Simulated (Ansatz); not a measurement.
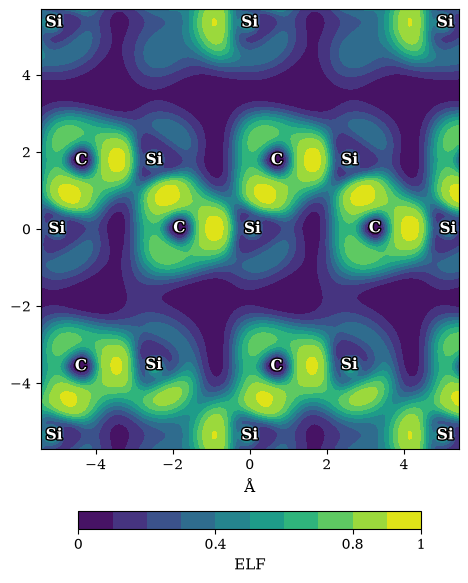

*Si8C7 (cell with a defect). Electron localisation function on the (011) plane of the calculation cell.*

All numbers below come from DFT PBE, scalar-relativistic, plane waves, PAW in Ansatz.

In a PAW calculation such maps are meaningful between the atoms, not at the nuclei.

Describe what can be read from this map.

- Atoms in the plane: Si and C.
- Si–C (1.88 Å): the ELF peaks at about 0.95 between the atoms.
- The ELF also peaks beside Si, away from the bonds: lone-pair regions.

Metal or insulator at this level of theory?

It is metallic or semimetallic at this level of theory: no gap opens.
